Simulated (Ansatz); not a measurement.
**Geometry relaxation of ZrS$_{2}$ (part 1 of 2)**

ZrS$_{2}$ (slab, 3 atoms in the cell), computed with DFT PBE+D3(BJ), scalar-relativistic, plane waves, PAW, no spin polarisation (Ansatz 0.2.0).

The structure derives from an entry of the Crystallography Open Database. It belongs to a series of runs on one base structure; here: one layer taken out of the bulk. Figures and captions count atoms from 1; the log counts them from 0 in places.

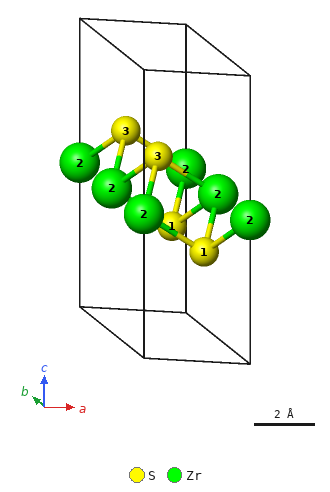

*The structure as given in the input (ball-and-stick view of the 1 × 2 repeat of the cell, with the vacuum cut short, seen slightly off an axis; atoms are numbered from 1 in the order of the input). An atom can appear more than once, as a periodic image.*

Near neighbours in the periodic cell (some may lie outside the picture): S has 3 Zr at 2.56 Å; Zr has 6 S at 2.56 Å.

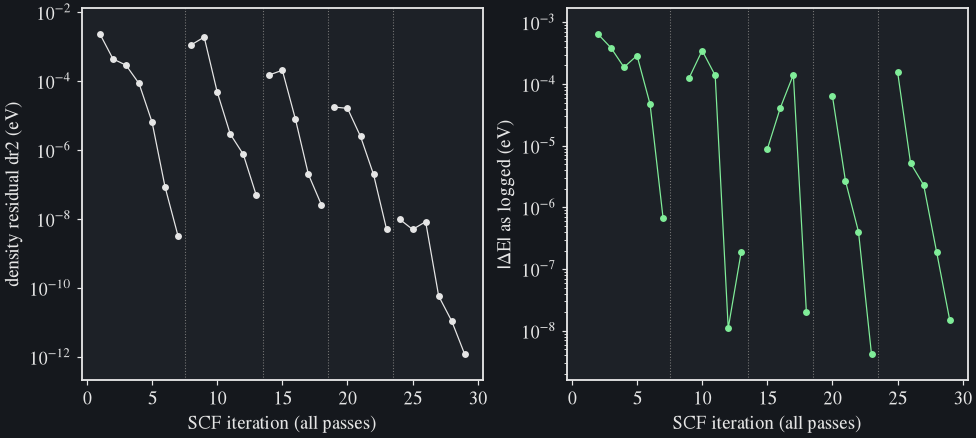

*Convergence of the self-consistent field: density residual dr2 and size of the energy change against the SCF iteration. The dotted lines part the SCF passes of the relaxation: geometry steps, rejected trials and re-solves on a re-selected basis.*

The 5 passes take 5 to 7 iterations each, 29 in all.

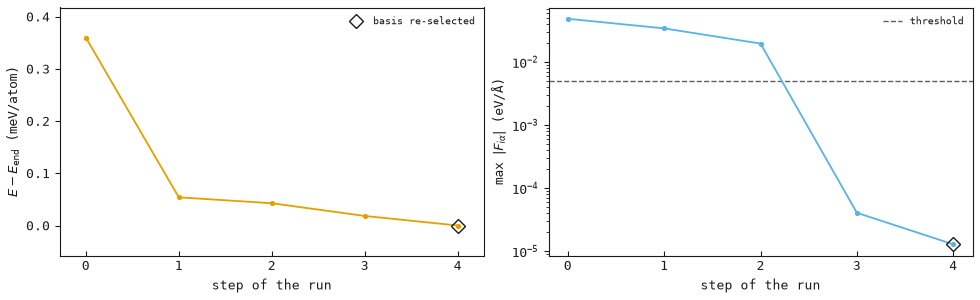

*Progress of the relaxation, step by step (the first geometry is step 0 here and step 1 in the log).*

The energy falls by 0.3 meV per atom in 3 geometry steps. Largest force component: 0.049 eV/Å at the start, under 0.0001 eV/Å at the end. The atoms keep their places relative to the cell (all moves are under 0.005 Å). Distances before and after: S1–Zr2 2.557 → 2.562 Å. A last SCF at the same geometry on a re-selected plane-wave basis shifts the energy by next to nothing (0.0 meV per atom). (Atoms are counted from 1 in the order of the input.)

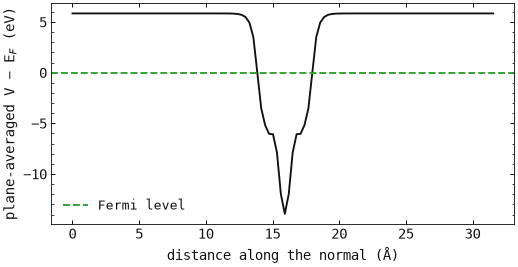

*Plane average of the electrostatic potential energy of an electron across the cell, from the Fermi level.*

The vacuum level lies 5.85 eV above the Fermi level.

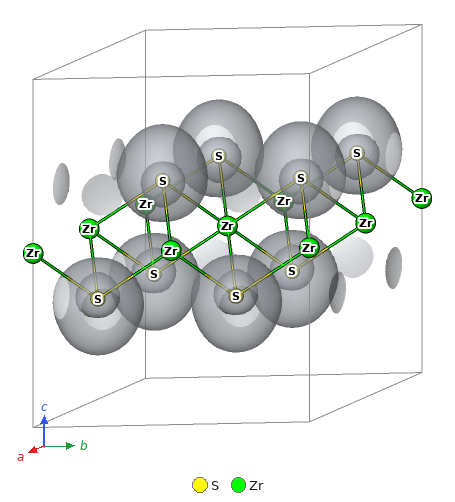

*Isosurface of the electron localisation function at 0.75 (grey), seen slightly off an axis. Core shells and regions of very low density are left out. Sticks mark near contacts.*

Along the contacts the grid gives the following. Zr–S (2.56 Å): the ELF is about 0.40 at the midpoint. Core electrons are frozen (PAW), so the fields are smoothed inside the atomic spheres.

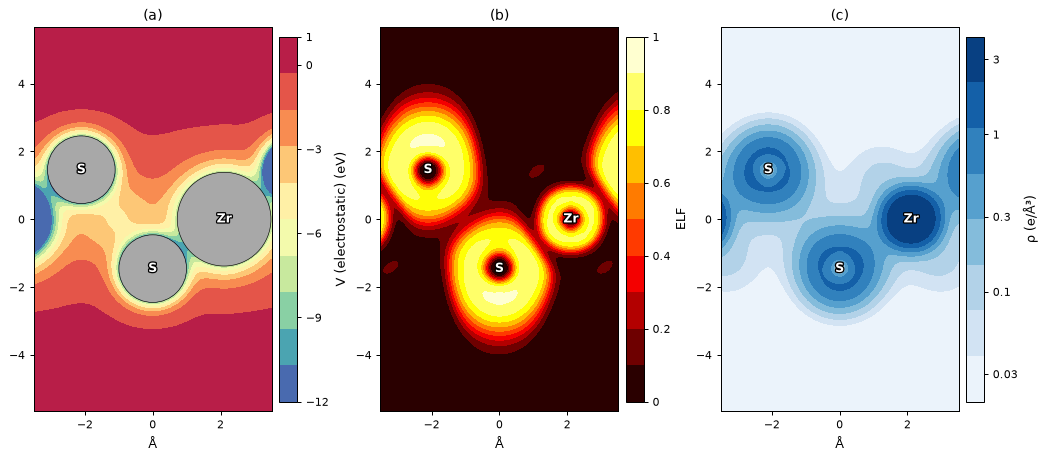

*(a) electrostatic potential energy of an electron; (b) ELF; (c) valence electron density on the (110) plane of the calculation cell, a cut from vacuum to vacuum. Grey discs, where drawn, cover atomic cores.*

The section cuts through S and Zr sites. Zr–S (2.56 Å): ρ is about 0.44 e/Å³ halfway; the ELF is about 0.40 at the midpoint. The density dies away to nearly zero in the vacuum. The strong features right at Zr lie inside the PAW spheres (semicore, d or f shells) and say nothing about bonding.

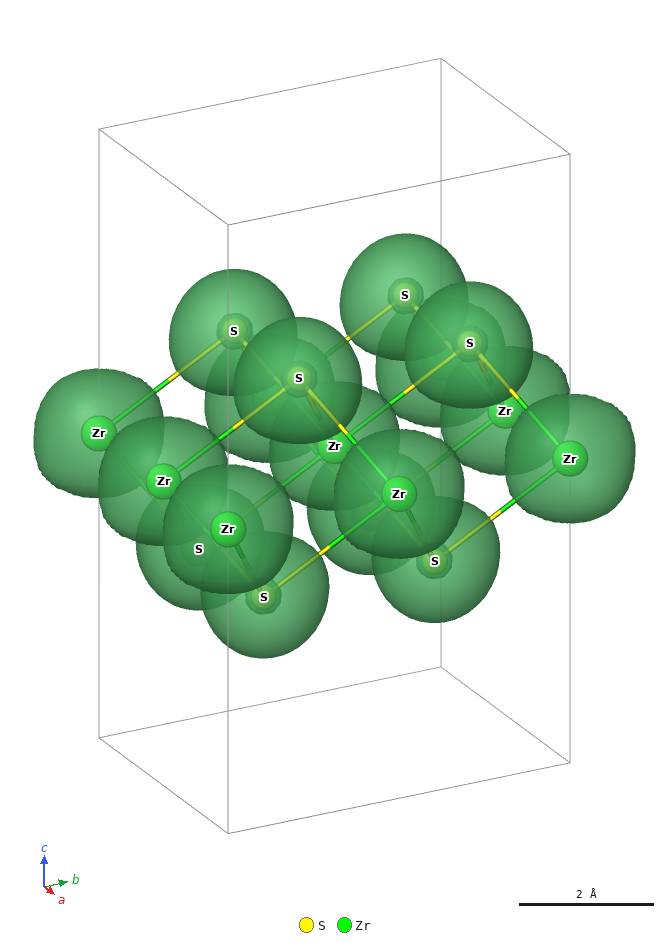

*Isosurface of the valence pseudo-density at 0.6 e/Å³ (green), seen slightly off an axis. Sticks mark near contacts.*

At this value the density breaks into separate islands; it holds about 60 % of the electrons treated as valence (semicore included). It is pinched off along the Zr–S (2.56 Å) contacts. On the grid the lowest density along these lines, outside the cores, is 0.43 e/Å³ (Zr–S, 2.56 Å).

The input that produced these results follows, with the program's output.

**The input**
```yaml
crystal:
  lattice:
    - [3.6350197034, 0.0, 0.0]
    - [-1.8175098517, 3.1480194064, 0.0]
    - [0.0, 0.0, 31.842817533]
  atoms:
    - { symbol: S, position: [0.6666666667, 0.3333333333, 0.4541276653] }
    - { symbol: Zr, position: [0.0, 0.0, 0.5] }
    - { symbol: S, position: [0.3333333333, 0.6666666667, 0.5458723347] }
  periodic: [true, true, false]
basis:
  ecutwfc: 420
kpoints:
  mp_grid: { grid: [12, 12, 1] }
hamiltonian:
  xc: pbe
  dispersion: d3bj
scf:
  occupations: { method: gaussian, width: 0.02 }
output:
  forces: true
  stress: true
  eigenvalues: true
  write_density: true
  write_potential: true
  elf: true
  volumetric_format: npy
relax:
  adjacent_minimum: "off"
  f_tol: 0.005
  max_steps: 80
  cell: { stress_2d_tol: 0.02 }
```

Run as:
```bash
ansatz run input.yaml --threads 2 --pin off --max-ram 5120MiB --backend cpu --events-out ev --progress --plain --runs-dir out
```

**Output**
```
Engine: ansatz 0.2.0, x86_64-unknown-linux-gnu
Pseudopotentials: kind: paw
Pseudopotential: S, paw, valence charge 6, recommended cutoff 420 eV (normal), S.paw.azcp
Pseudopotential: Zr, paw, valence charge 12, recommended cutoff 420 eV (normal), Zr.paw.azcp
Functional definition: PBE
  parameter kappa = 0.804
  parameter beta = 0.06672455060314922
  exchange = pbe_x(kappa = kappa, mu = beta*pi^2/3)
  correlation = pbe_c(beta = beta)
Crystal: 3 atoms, lattice volume = 364.381 Å³
Basis set: ecut = 420 eV, 7019 PW (Γ), exchange–correlation on 50×50×432 points (8 copies of the dense FFT grid, shifted against one another)
Bands: 16, of which v1, the nominal top of the filled ones, is band 12 counted from 1 (11 counted from 0)
Symmetry: 12 space group operations
Space group: P-3m1 (ITA 164), of the structure as read, at distance tolerance 7.1e-5 Å
k-points: 19 of 144
Non-local potential: S, projectors of the file, l = 0: 2, l = 1: 2, l = 2: 2
Non-local potential: Zr, projectors of the file, l = 0: 3, l = 1: 2, l = 2: 2, l = 3: 2
PAW form: soft (Blöchl's): semilocal exchange-correlation on the pseudo side does not see the compensation charge
PAW one-centre angular grid: S, 110 points (default); XC on 64 Gauss nodes
PAW one-centre angular grid: Zr, 590 points (default); XC on 64 Gauss nodes
Initial density: superposition of atomic densities (neutral atoms: chi_scale 0, normalization atom), corrected by the library's trained network
Initial wavefunctions: pseudopotential atomic-orbital guess
Functional: x = pbe(κ = 0.804, μ = 0.2195149727645171), c = pbe(β = 0.06672455060314922)
SCF iter   1: F=—  HF=-5993.373530 eV  |F-HF|=—  |Δ(HF+E_count)|=         —  Δρ=6.79e-4  dr2=2.31e-3  ethr=1.77e-3  ⟨swp⟩=13.4  Hψ=2862  notcnv=0
preconditioner: auto → none  [insulator: Δε(μ)=1.060 eV  Ē_g=7.794 eV  σ=0.020 eV  W_gap=1.00  n_scr=16 (ndim 8)  ℏωp=7.8 eV  f_vac=0.786  D(μ)=0.00/eV (n_scr^D=0)  ε∞_Penn≈2.0]
SCF iter   2: F=—  HF=-5993.372885 eV  |F-HF|=—  |Δ(HF+E_count)|=   6.46e-4  Δρ=3.07e-4  dr2=4.39e-4  ethr=9.63e-6  ⟨swp⟩=3.7  Hψ=987  notcnv=0
SCF iter   3: F=—  HF=-5993.373272 eV  |F-HF|=—  |Δ(HF+E_count)|=   3.87e-4  Δρ=1.87e-4  dr2=2.89e-4  ethr=1.83e-6  ⟨swp⟩=3.0  Hψ=581  notcnv=0
SCF iter   4: F=—  HF=-5993.373459 eV  |F-HF|=—  |Δ(HF+E_count)|=   1.87e-4  Δρ=1.06e-4  dr2=8.51e-5  ethr=1.20e-6  ⟨swp⟩=2.3  Hψ=472  notcnv=0
SCF iter   5: F=—  HF=-5993.373750 eV  |F-HF|=—  |Δ(HF+E_count)|=   2.90e-4  Δρ=3.37e-5  dr2=6.44e-6  ethr=3.55e-7  ⟨swp⟩=2.6  Hψ=494  notcnv=0
iter 6 did not close the SCF: its close was put off until two iterations running show no level that it waits for move by more than its bar (scf_convergence_deferred on its scf_iter line)
SCF iter   6: F=-5993.373798 eV  HF=-5993.373797 eV  |F-HF|=6.55e-7  |Δ(HF+E_count)|=   4.74e-5  Δρ=5.24e-6  dr2=8.37e-8  ethr=4.17e-10  ⟨swp⟩=18.3  Hψ=3874  notcnv=0
SCF iter   7: F=-5993.373798 eV  HF=-5993.373798 eV  |F-HF|=1.13e-8  |Δ(HF+E_count)|=   6.73e-7  Δρ=1.09e-6  dr2=3.16e-9  ethr=3.49e-10  ⟨swp⟩=10.9  Hψ=2718  notcnv=0
SCF 1 converged in 7 iterations: F = -5993.373798 eV  dr2 = 3.16e-9
  greatest PAW one-centre occupation: 0.995 electrons in one spin orbital (limit 2), on the Zr atom at site 1 (counted from 0), in its partial waves of l = 0
relax step   1: F+E_penalty+E_count = -5993.37379769 eV  Δ(F+E_penalty+E_count) = +0.000e0 eV  max|allowed force component| = 4.861e-2 eV/Å  Δτ_max = 0.0000 Å  P = +0.454 N/m  Ω = 364.381 Å³  fix = [c, alpha, beta]  reactions: c +0.000 N/m  (7 SCF iters, dr2 threshold 1.00e-7 eV, accepted)
Crystal: 3 atoms, lattice volume = 366.763 Å³
Basis set: ecut = 420 eV, 7067 PW (Γ), exchange–correlation on 50×50×432 points (8 copies of the dense FFT grid, shifted against one another)
Initial density: handed on by an earlier stage of this run
Initial wavefunctions: those handed on with the density
iter 1 solved again at ethr=5.24e-6 eV; its pass at ethr=3.10e-3 eV (dr2=1.26e-3 eV) is discarded
SCF iter   1: F=—  HF=-5993.374802 eV  |F-HF|=—  |Δ(HF+E_count)|=         —  Δρ=2.56e-4  dr2=1.12e-3  ethr=5.24e-6  ⟨swp⟩=2.9  Hψ=2856  notcnv=0
preconditioner: auto → none  [insulator: Δε(μ)=1.096 eV  Ē_g=7.769 eV  σ=0.020 eV  W_gap=1.00  n_scr=16 (ndim 8)  ℏωp=7.8 eV  f_vac=0.785  D(μ)=0.00/eV (n_scr^D=0)  ε∞_Penn≈2.0]
SCF iter   2: F=—  HF=-5993.374928 eV  |F-HF|=—  |Δ(HF+E_count)|=   1.26e-4  Δρ=3.56e-4  dr2=1.89e-3  ethr=4.68e-6  ⟨swp⟩=2.8  Hψ=558  notcnv=0
SCF iter   3: F=—  HF=-5993.374579 eV  |F-HF|=—  |Δ(HF+E_count)|=   3.49e-4  Δρ=7.10e-5  dr2=4.82e-5  ethr=4.68e-6  ⟨swp⟩=2.5  Hψ=489  notcnv=0
SCF iter   4: F=—  HF=-5993.374717 eV  |F-HF|=—  |Δ(HF+E_count)|=   1.38e-4  Δρ=2.14e-5  dr2=2.92e-6  ethr=2.01e-7  ⟨swp⟩=3.2  Hψ=628  notcnv=0
SCF iter   5: F=—  HF=-5993.374717 eV  |F-HF|=—  |Δ(HF+E_count)|=   1.10e-8  Δρ=9.42e-6  dr2=7.53e-7  ethr=1.22e-8  ⟨swp⟩=3.5  Hψ=636  notcnv=0
SCF iter   6: F=-5993.374716 eV  HF=-5993.374716 eV  |F-HF|=3.41e-8  |Δ(HF+E_count)|=   1.92e-7  Δρ=2.44e-6  dr2=4.86e-8  ethr=1.25e-9  ⟨swp⟩=17.3  Hψ=3281  notcnv=0
SCF 2 converged in 6 iterations: F = -5993.374716 eV  dr2 = 4.86e-8
relax step   2: F+E_penalty+E_count = -5993.37471631 eV  Δ(F+E_penalty+E_count) = -9.186e-4 eV  max|allowed force component| = 3.423e-2 eV/Å  Δτ_max = 0.0017 Å  P = -0.048 N/m  Ω = 366.763 Å³  energy of the carried Pulay correction = -4.663e-5 eV  fix = [c, alpha, beta]  reactions: c -0.000 N/m  (6 SCF iters, dr2 threshold 3.00e-7 eV, accepted)
```
